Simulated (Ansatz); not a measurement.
**Geometry relaxation of Sn$_{7}$S$_{16}$ (charge −2) (part 2 of 4)**

Continued. System: Sn$_{7}$S$_{16}$ (defect cell, 23 atoms in the cell, total charge −2). Method: DFT PBE+D3(BJ), scalar-relativistic, plane waves, PAW, spin-polarised (Ansatz 0.2.0); cutoff 420 eV, 2×2×2 k-mesh, Gaussian smearing of 0.01 eV, collinear spins. The structure derives from a Materials Project entry. It belongs to a series of runs on one base structure; here: Sn vacancy (site b), charge -2, atoms relaxed at the host's cell.

Geometry of the input (Å; fractional positions):
```
-3.6685  6.3540  0.0000
-3.6685  -6.3540  0.0000
0.0000  0.0000  11.6527
Sn 0.6617  0.3308  0.6135
Sn 0.1885  0.7746  0.6370
Sn 0.6998  0.8562  0.6361
Sn 0.8259  0.1629  0.1225
Sn 0.3257  0.1615  0.1274
Sn 0.8272  0.6631  0.1257
Sn 0.3252  0.6631  0.1283
S  0.7720  0.1653  0.7632
S  0.2493  0.1442  0.6905
S  0.8492  0.6619  0.7535
S  0.3591  0.6296  0.7477
S  0.1602  0.3294  0.2536
S  0.6616  0.3278  0.2520
S  0.1564  0.8317  0.2554
S  0.6647  0.8342  0.2517
S  0.4926  0.4939  1.0004
S  -0.0049  0.4978  0.9985
S  0.4843  0.9898  0.9985
S  -0.0061  0.9972  0.9970
S  0.5027  -0.0155  0.4961
S  0.0862  0.1113  0.5433
S  0.5880  0.5598  0.4845
S  -0.0102  0.5083  0.4874
```

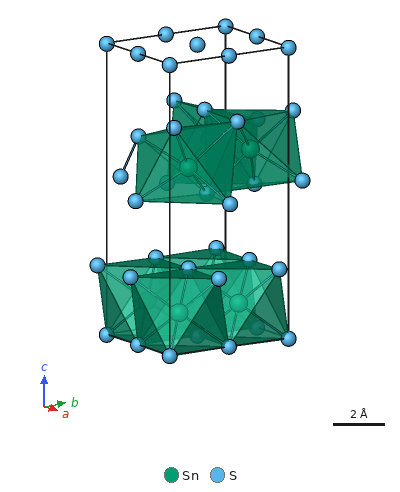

**Figure 1.** The geometry at step 5 of the log (polyhedral view of the cell of the calculation, seen slightly off an axis; polyhedra are completed across the faces of the cell).

**The program's output, continued**
```
SCF iter   1: F=—  HF=-56604.297801 eV  |F-HF|=—  |Δ(HF+E_count)|=         —  Δρ=2.05e-2 (↑1.77e-2 ↓2.05e-2)  dr2=1.45e1  dr2_m=1.12e-1  M=0.000 μB ∫|m|=0.364 μB  β_m=0.30  ethr=3.10e-3  ⟨swp⟩=7.2  Hψ=8099  notcnv=0  defer=91
preconditioner: auto → Resta (q_TF=auto, 2.302 Å⁻¹)  ε∞=3.4  [insulator: Δε(μ)=0.486 eV  Ē_g=14.496 eV  σ=0.010 eV  W_gap=1.00  n_scr=110 (ndim 8)  ℏωp=22.3 eV  f_vac=0.016  D(μ)=0.00/eV (n_scr^D=0)  ε∞_Penn≈3.4]
spin=Collinear: Resta preconditioning applied to the charge; magnetization (m = ρ↑ − ρ↓) channel mixes plain (no charge-response kernel on spin).
SCF iter   2: F=—  HF=-56601.397446 eV  |F-HF|=—  |Δ(HF+E_count)|=    2.90e0  Δρ=1.31e-2 (↑1.19e-2 ↓1.31e-2)  dr2=4.72e0  dr2_m=5.25e-2  M=0.009 μB ∫|m|=0.405 μB  β_m=0.30  ethr=3.10e-3  ⟨swp⟩=3.1  Hψ=3935  notcnv=0  defer=274
SCF iter   3: F=—  HF=-56601.017563 eV  |F-HF|=—  |Δ(HF+E_count)|=   3.80e-1  Δρ=8.49e-3 (↑8.11e-3 ↓8.49e-3)  dr2=5.59e0  dr2_m=1.89e-2  M=0.500 μB ∫|m|=0.623 μB  β_m=0.30  ethr=2.41e-3  ⟨swp⟩=4.1  Hψ=3392  notcnv=0  defer=274
SCF iter   4: F=—  HF=-56600.658252 eV  |F-HF|=—  |Δ(HF+E_count)|=   3.59e-1  Δρ=7.06e-3 (↑5.39e-3 ↓7.06e-3)  dr2=2.16e0  dr2_m=2.30e-2  M=0.795 μB ∫|m|=0.885 μB  β_m=0.30  ethr=2.41e-3  ⟨swp⟩=1.2  Hψ=2262  notcnv=0  defer=272
SCF iter   5: F=—  HF=-56600.646564 eV  |F-HF|=—  |Δ(HF+E_count)|=   1.17e-2  Δρ=5.83e-3 (↑3.48e-3 ↓5.83e-3)  dr2=1.67e0  dr2_m=2.41e-2  M=0.000 μB ∫|m|=0.238 μB  β_m=0.30  ethr=1.10e-3  ⟨swp⟩=2.1  Hψ=1952  notcnv=0  defer=272
SCF iter   6: F=—  HF=-56600.675250 eV  |F-HF|=—  |Δ(HF+E_count)|=   2.87e-2  Δρ=4.98e-3 (↑2.71e-3 ↓4.98e-3)  dr2=1.67e0  dr2_m=1.33e-2  M=0.000 μB ∫|m|=0.178 μB  β_m=0.30  ethr=8.53e-4  ⟨swp⟩=1.5  Hψ=2264  notcnv=0  defer=268
SCF iter   7: F=—  HF=-56600.537132 eV  |F-HF|=—  |Δ(HF+E_count)|=   1.38e-1  Δρ=2.32e-3 (↑1.33e-3 ↓2.32e-3)  dr2=1.97e-1  dr2_m=8.79e-3  M=0.498 μB ∫|m|=0.684 μB  β_m=0.30  ethr=8.52e-4  ⟨swp⟩=1.6  Hψ=1691  notcnv=0  defer=268
SCF iter   8: F=—  HF=-56600.527778 eV  |F-HF|=—  |Δ(HF+E_count)|=   9.35e-3  Δρ=1.18e-3 (↑1.18e-3 ↓9.63e-4)  dr2=5.16e-2  dr2_m=2.14e-3  M=0.394 μB ∫|m|=0.550 μB  β_m=0.30  ethr=1.01e-4  ⟨swp⟩=2.2  Hψ=2347  notcnv=0  defer=271
SCF iter   9: F=—  HF=-56600.534616 eV  |F-HF|=—  |Δ(HF+E_count)|=   6.84e-3  Δρ=2.85e-3 (↑7.99e-4 ↓2.85e-3)  dr2=1.79e-1  dr2_m=1.45e-2  M=0.632 μB ∫|m|=0.816 μB  β_m=0.30  ethr=2.63e-5  ⟨swp⟩=2.0  Hψ=1816  notcnv=0  defer=271
SCF iter  10: F=—  HF=-56600.534192 eV  |F-HF|=—  |Δ(HF+E_count)|=   4.24e-4  Δρ=8.11e-4 (↑8.11e-4 ↓7.70e-4)  dr2=6.68e-2  dr2_m=7.52e-4  M=0.379 μB ∫|m|=0.591 μB  β_m=0.30  ethr=2.63e-5  ⟨swp⟩=2.1  Hψ=2114  notcnv=0  defer=271
SCF iter  11: F=—  HF=-56600.535404 eV  |F-HF|=—  |Δ(HF+E_count)|=   1.21e-3  Δρ=1.75e-3 (↑6.22e-4 ↓1.75e-3)  dr2=4.65e-2  dr2_m=6.66e-3  M=0.566 μB ∫|m|=0.816 μB  β_m=0.30  ethr=2.63e-5  ⟨swp⟩=1.1  Hψ=1754  notcnv=0  defer=271
SCF iter  12: F=—  HF=-56600.536837 eV  |F-HF|=—  |Δ(HF+E_count)|=   1.43e-3  Δρ=1.17e-3 (↑4.98e-4 ↓1.17e-3)  dr2=1.68e-2  dr2_m=3.32e-3  M=0.545 μB ∫|m|=0.816 μB  β_m=0.30  ethr=2.37e-5  ⟨swp⟩=1.1  Hψ=1683  notcnv=0  defer=271
SCF iter  13: F=—  HF=-56600.537741 eV  |F-HF|=—  |Δ(HF+E_count)|=   9.04e-4  Δρ=4.08e-4 (↑4.08e-4 ↓3.88e-4)  dr2=3.06e-4  dr2_m=7.65e-4  M=0.474 μB ∫|m|=0.777 μB  β_m=0.30  ethr=8.58e-6  ⟨swp⟩=1.5  Hψ=1749  notcnv=0  defer=271
Mixer restart at iter 13: flushing history
spin-set hold released at iteration 13 (site moments contracting): the magnetisation degrees of freedom join the quasi-Newton model from the next iteration; the mixer history was flushed
SCF iter  14: F=—  HF=-56600.538438 eV  |F-HF|=—  |Δ(HF+E_count)|=   6.97e-4  Δρ=7.89e-4 (↑3.08e-4 ↓7.89e-4)  dr2=8.48e-3  dr2_m=1.44e-3  M=0.519 μB ∫|m|=0.837 μB  β_m=0.30  ethr=1.56e-7  ⟨swp⟩=2.0  Hψ=2823  notcnv=0  defer=271
SCF iter  15: F=—  HF=-56600.540256 eV  |F-HF|=—  |Δ(HF+E_count)|=   1.82e-3  Δρ=1.27e-3 (↑4.52e-4 ↓1.27e-3)  dr2=8.42e-2  dr2_m=1.29e-3  M=0.347 μB ∫|m|=0.660 μB  β_m=0.02  ethr=1.56e-7  ⟨swp⟩=2.5  Hψ=2703  notcnv=0  defer=271  recentre
SCF iter  16: F=—  HF=-56600.538363 eV  |F-HF|=—  |Δ(HF+E_count)|=   1.89e-3  Δρ=4.41e-4 (↑3.14e-4 ↓4.41e-4)  dr2=5.42e-4  dr2_m=6.97e-4  M=0.483 μB ∫|m|=0.811 μB  β_m=0.01  ethr=1.56e-7  ⟨swp⟩=2.2  Hψ=2685  notcnv=0  defer=271
SCF iter  17: F=—  HF=-56600.538640 eV  |F-HF|=—  |Δ(HF+E_count)|=   2.77e-4  Δρ=2.89e-4 (↑2.81e-4 ↓2.89e-4)  dr2=7.93e-5  dr2_m=3.94e-4  M=0.468 μB ∫|m|=0.808 μB  β_m=0.05  ethr=1.56e-7  ⟨swp⟩=2.0  Hψ=2374  notcnv=0  defer=271
SCF iter  18: F=—  HF=-56600.539207 eV  |F-HF|=—  |Δ(HF+E_count)|=   5.67e-4  Δρ=2.09e-4 (↑1.66e-4 ↓2.09e-4)  dr2=1.02e-4  dr2_m=1.66e-4  M=0.464 μB ∫|m|=0.836 μB  β_m=0.32  ethr=4.04e-8  ⟨swp⟩=2.6  Hψ=2941  notcnv=0  defer=271
SCF iter  19: F=—  HF=-56600.539524 eV  |F-HF|=—  |Δ(HF+E_count)|=   3.17e-4  Δρ=9.85e-5 (↑7.24e-5 ↓9.85e-5)  dr2=4.16e-4  dr2_m=1.52e-5  M=0.430 μB ∫|m|=0.860 μB  β_m=0.66  ethr=4.04e-8  ⟨swp⟩=3.4  Hψ=4093  notcnv=0  defer=271
SCF iter  20: F=—  HF=-56600.539532 eV  |F-HF|=—  |Δ(HF+E_count)|=   7.90e-6  Δρ=9.10e-5 (↑5.38e-5 ↓9.10e-5)  dr2=2.68e-4  dr2_m=1.49e-5  M=0.423 μB ∫|m|=0.871 μB  β_m=0.83  ethr=4.04e-8  ⟨swp⟩=1.9  Hψ=2425  notcnv=0  defer=271
SCF iter  21: F=—  HF=-56600.539550 eV  |F-HF|=—  |Δ(HF+E_count)|=   1.83e-5  Δρ=6.47e-5 (↑4.55e-5 ↓6.47e-5)  dr2=1.56e-4  dr2_m=8.93e-6  M=0.410 μB ∫|m|=0.883 μB  β_m=0.92  ethr=4.04e-8  ⟨swp⟩=2.0  Hψ=2328  notcnv=0  defer=271
SCF iter  22: F=—  HF=-56600.539570 eV  |F-HF|=—  |Δ(HF+E_count)|=   1.97e-5  Δρ=6.55e-5 (↑2.39e-5 ↓6.55e-5)  dr2=1.60e-4  dr2_m=5.22e-6  M=0.389 μB ∫|m|=0.902 μB  β_m=0.81  ethr=4.04e-8  ⟨swp⟩=2.0  Hψ=2921  notcnv=0  defer=271
SCF iter  23: F=—  HF=-56600.539563 eV  |F-HF|=—  |Δ(HF+E_count)|=   6.64e-6  Δρ=2.91e-5 (↑6.31e-6 ↓2.91e-5)  dr2=2.72e-5  dr2_m=1.20e-6  M=0.391 μB ∫|m|=0.906 μB  β_m=0.74  ethr=4.04e-8  ⟨swp⟩=1.9  Hψ=1859  notcnv=0  defer=271
SCF iter  24: F=—  HF=-56600.539564 eV  |F-HF|=—  |Δ(HF+E_count)|=   1.03e-6  Δρ=4.31e-6 (↑4.22e-6 ↓4.31e-6)  dr2=7.90e-7  dr2_m=4.93e-8  M=0.398 μB ∫|m|=0.903 μB  β_m=0.71  ethr=7.97e-9  ⟨swp⟩=18.9  Hψ=17819  notcnv=0
SCF iter  25: F=—  HF=-56600.539564 eV  |F-HF|=—  |Δ(HF+E_count)|=   2.18e-9  Δρ=8.43e-6 (↑2.30e-6 ↓8.43e-6)  dr2=2.56e-6  dr2_m=8.77e-8  M=0.402 μB ∫|m|=0.903 μB  β_m=0.71  ethr=4.03e-10  ⟨swp⟩=9.5  Hψ=12344  notcnv=0
SCF iter  26: F=-56600.539564 eV  HF=-56600.539564 eV  |F-HF|=7.78e-8  |Δ(HF+E_count)|=   3.57e-8  Δρ=1.92e-6 (↑1.79e-6 ↓1.92e-6)  dr2=1.09e-7  dr2_m=1.24e-8  M=0.400 μB ∫|m|=0.903 μB  ethr=4.03e-10  ⟨swp⟩=8.5  Hψ=11707  notcnv=0
SCF 1 converged in 26 iterations: F = -56600.539564 eV  dr2 = 1.09e-7
  greatest PAW one-centre occupation: 0.993 electrons in one spin orbital (limit 2), on the Sn atom at site 6 (counted from 0), in its partial waves of l = 2
relax step   1: F+E_penalty+E_count = -56600.53956440 eV  Δ(F+E_penalty+E_count) = +0.000e0 eV  max|allowed force component| = 4.767e-1 eV/Å  Δτ_max = 0.0000 Å  (26 SCF iters, dr2 threshold 1.56e-5 eV, accepted)
Initial density: handed on by an earlier stage of this run
Starting moments: Σ|m| = 1.998 μB on 6 of 23 sites; this step starts from the density that it was given
Initial wavefunctions: those handed on with the density
iter 1 solved again at ethr=3.81e-4 eV; its pass at ethr=3.10e-3 eV (dr2=7.46e-1 eV) is discarded
SCF iter   1: F=—  HF=-56600.669653 eV  |F-HF|=—  |Δ(HF+E_count)|=         —  Δρ=5.30e-3 (↑2.94e-3 ↓5.30e-3)  dr2=7.45e-1  dr2_m=3.38e-2  M=0.000 μB ∫|m|=0.317 μB  β_m=0.30  ethr=3.81e-4  ⟨swp⟩=1.1  Hψ=7157  notcnv=0  defer=257
preconditioner: auto → Resta (q_TF=auto, 2.302 Å⁻¹)  ε∞=3.2  [insulator: Δε(μ)=0.051 eV  Ē_g=14.979 eV  σ=0.010 eV  W_gap=1.00  n_scr=110 (ndim 8)  ℏωp=22.3 eV  f_vac=0.028  D(μ)=0.03/eV (n_scr^D=0)  ε∞_Penn≈3.2]
spin=Collinear: Resta preconditioning applied to the charge; magnetization (m = ρ↑ − ρ↓) channel mixes plain (no charge-response kernel on spin).
SCF iter   2: F=—  HF=-56600.638494 eV  |F-HF|=—  |Δ(HF+E_count)|=   3.12e-2  Δρ=2.54e-3 (↑2.47e-3 ↓2.54e-3)  dr2=3.06e-1  dr2_m=5.51e-3  M=0.590 μB ∫|m|=0.694 μB  β_m=0.27  ethr=3.80e-4  ⟨swp⟩=2.0  Hψ=1928  notcnv=0  defer=257
preconditioner: auto → Kerker (q_TF=auto, 2.302 Å⁻¹)  [metal: Δε(μ)=0.010 eV  Ē_g=14.996 eV  σ=0.010 eV  W_gap=0.42  n_scr=110 (ndim 8)  ℏωp=22.3 eV  f_vac=0.028  D(μ)=21.06/eV (n_scr^D=158)]
spin=Collinear: Kerker preconditioning applied to the charge; magnetization (m = ρ↑ − ρ↓) channel mixes plain (no charge-response kernel on spin).
SCF iter   3: F=—  HF=-56600.625541 eV  |F-HF|=—  |Δ(HF+E_count)|=   1.30e-2  Δρ=2.42e-3 (↑1.89e-3 ↓2.42e-3)  dr2=6.46e-2  dr2_m=7.81e-3  M=0.251 μB ∫|m|=0.570 μB  β_m=0.52  ethr=1.56e-4  ⟨swp⟩=1.0  Hψ=2256  notcnv=0  defer=260
preconditioner: auto → Resta (q_TF=auto, 2.302 Å⁻¹)  ε∞=3.2  [insulator: Δε(μ)=0.039 eV  Ē_g=14.972 eV  σ=0.010 eV  W_gap=0.99  n_scr=110 (ndim 8)  ℏωp=22.3 eV  f_vac=0.028  D(μ)=0.32/eV (n_scr^D=0)  ε∞_Penn≈3.2]
spin=Collinear: Resta preconditioning applied to the charge; magnetization (m = ρ↑ − ρ↓) channel mixes plain (no charge-response kernel on spin).
SCF iter   4: F=—  HF=-56600.622280 eV  |F-HF|=—  |Δ(HF+E_count)|=   3.26e-3  Δρ=1.20e-3 (↑1.08e-3 ↓1.20e-3)  dr2=1.58e-2  dr2_m=2.55e-3  M=0.250 μB ∫|m|=0.530 μB  β_m=0.72  ethr=3.30e-5  ⟨swp⟩=2.7  Hψ=2613  notcnv=0  defer=263
SCF iter   5: F=—  HF=-56600.625285 eV  |F-HF|=—  |Δ(HF+E_count)|=   3.00e-3  Δρ=3.16e-4 (↑3.09e-4 ↓3.16e-4)  dr2=5.13e-3  dr2_m=1.34e-4  M=0.246 μB ∫|m|=0.504 μB  β_m=0.68  ethr=8.08e-6  ⟨swp⟩=2.5  Hψ=2808  notcnv=0  defer=263
SCF iter   6: F=—  HF=-56600.625091 eV  |F-HF|=—  |Δ(HF+E_count)|=   1.93e-4  Δρ=2.86e-4 (↑1.79e-4 ↓2.86e-4)  dr2=2.05e-3  dr2_m=7.68e-5  M=0.248 μB ∫|m|=0.488 μB  β_m=0.65  ethr=2.62e-6  ⟨swp⟩=2.0  Hψ=2460  notcnv=0  defer=263
SCF iter   7: F=—  HF=-56600.624929 eV  |F-HF|=—  |Δ(HF+E_count)|=   1.62e-4  Δρ=1.62e-4 (↑1.01e-4 ↓1.62e-4)  dr2=5.57e-4  dr2_m=3.62e-5  M=0.249 μB ∫|m|=0.482 μB  β_m=0.82  ethr=1.05e-6  ⟨swp⟩=2.0  Hψ=2108  notcnv=0  defer=263
SCF iter   8: F=—  HF=-56600.624941 eV  |F-HF|=—  |Δ(HF+E_count)|=   1.15e-5  Δρ=6.37e-5 (↑4.97e-5 ↓6.37e-5)  dr2=9.82e-5  dr2_m=7.53e-6  M=0.250 μB ∫|m|=0.470 μB  β_m=0.78  ethr=2.84e-7  ⟨swp⟩=2.0  Hψ=2422  notcnv=0  defer=263
iter 9 did not close the SCF: its close was put off for a magnetic moment that had not settled (scf_convergence_deferred on its scf_iter line)
SCF iter   9: F=-56600.624932 eV  HF=-56600.624939 eV  |F-HF|=7.02e-6  |Δ(HF+E_count)|=   1.48e-6  Δρ=3.02e-5 (↑1.52e-5 ↓3.02e-5)  dr2=1.18e-5  dr2_m=2.04e-6  M=0.250 μB ∫|m|=0.464 μB  β_m=0.80  ethr=7.25e-9  ⟨swp⟩=15.4  Hψ=17148  notcnv=0
iter 10 did not close the SCF: its close was put off for a magnetic moment that had not settled (scf_convergence_deferred on its scf_iter line)
SCF iter  10: F=-56600.624940 eV  HF=-56600.624941 eV  |F-HF|=9.12e-7  |Δ(HF+E_count)|=   2.08e-6  Δρ=9.73e-6 (↑9.73e-6 ↓6.78e-6)  dr2=1.51e-6  dr2_m=2.00e-7  M=0.250 μB ∫|m|=0.461 μB  β_m=0.78  ethr=6.00e-9  ⟨swp⟩=9.8  Hψ=14371  notcnv=0
iter 11 did not close the SCF: its close was put off for a magnetic moment that had not settled (scf_convergence_deferred on its scf_iter line)
SCF iter  11: F=-56600.624941 eV  HF=-56600.624941 eV  |F-HF|=4.71e-7  |Δ(HF+E_count)|=   2.76e-7  Δρ=3.90e-6 (↑3.02e-6 ↓3.90e-6)  dr2=5.67e-7  dr2_m=2.88e-8  M=0.250 μB ∫|m|=0.460 μB  β_m=0.71  ethr=7.70e-10  ⟨swp⟩=7.0  Hψ=12445  notcnv=0
SCF iter  12: F=-56600.624941 eV  HF=-56600.624941 eV  |F-HF|=2.14e-7  |Δ(HF+E_count)|=   1.75e-8  Δρ=1.84e-6 (↑1.40e-6 ↓1.84e-6)  dr2=2.39e-7  dr2_m=3.41e-9  M=0.250 μB ∫|m|=0.460 μB  ethr=2.89e-10  ⟨swp⟩=7.0  Hψ=11933  notcnv=0
SCF 2 converged in 12 iterations: F = -56600.624941 eV  dr2 = 2.39e-7
[... from here on the iterations of each SCF are left out, up to the last one ...]
relax step   2: F+E_penalty+E_count = -56600.62494120 eV  Δ(F+E_penalty+E_count) = -8.538e-2 eV  max|allowed force component| = 3.510e-1 eV/Å  Δτ_max = 0.1951 Å  (12 SCF iters, dr2 threshold 1.42e-5 eV, accepted)
[... from here on the SCF iterations and repeated set-up lines of each step are left out, up to the last step ...]
SCF 3 converged in 9 iterations: F = -56600.676501 eV  dr2 = 1.09e-7
relax step   3: F+E_penalty+E_count = -56600.67650137 eV  Δ(F+E_penalty+E_count) = -5.156e-2 eV  max|allowed force component| = 2.353e-1 eV/Å  Δτ_max = 0.0741 Å  (9 SCF iters, dr2 threshold 7.70e-6 eV, accepted)
SCF 4 converged in 8 iterations: F = -56600.628551 eV  dr2 = 1.32e-6
relax step   4: F+E_penalty+E_count = -56600.62855138 eV  Δ(F+E_penalty+E_count) = +4.795e-2 eV  max|allowed force component| = 4.741e-1 eV/Å  Δτ_max = 0.2000 Å  (8 SCF iters, dr2 threshold 2.49e-5 eV, rejected (line search))
SCF 5 converged in 12 iterations: F = -56600.700567 eV  dr2 = 6.06e-10
relax step   5: F+E_penalty+E_count = -56600.70056737 eV  Δ(F+E_penalty+E_count) = -2.407e-2 eV  max|allowed force component| = 5.303e-2 eV/Å  Δτ_max = 0.0971 Å  (12 SCF iters, accepted)
SCF 6 converged in 10 iterations: F = -56600.699988 eV  dr2 = 5.28e-9
relax step   6: F+E_penalty+E_count = -56600.69998766 eV  Δ(F+E_penalty+E_count) = +5.797e-4 eV  max|allowed force component| = 5.504e-2 eV/Å  Δτ_max = 0.0839 Å  (10 SCF iters, rejected (line search))
SCF 7 converged in 10 iterations: F = -56600.703262 eV  dr2 = 3.20e-9
relax step   7: F+E_penalty+E_count = -56600.70326186 eV  Δ(F+E_penalty+E_count) = -2.694e-3 eV  max|allowed force component| = 4.780e-2 eV/Å  Δτ_max = 0.0419 Å  (10 SCF iters, accepted)
SCF 8 converged in 9 iterations: F = -56600.699892 eV  dr2 = 7.35e-9
relax step   8: F+E_penalty+E_count = -56600.69989191 eV  Δ(F+E_penalty+E_count) = +3.370e-3 eV  max|allowed force component| = 9.717e-2 eV/Å  Δτ_max = 0.0436 Å  (9 SCF iters, rejected (line search))
```
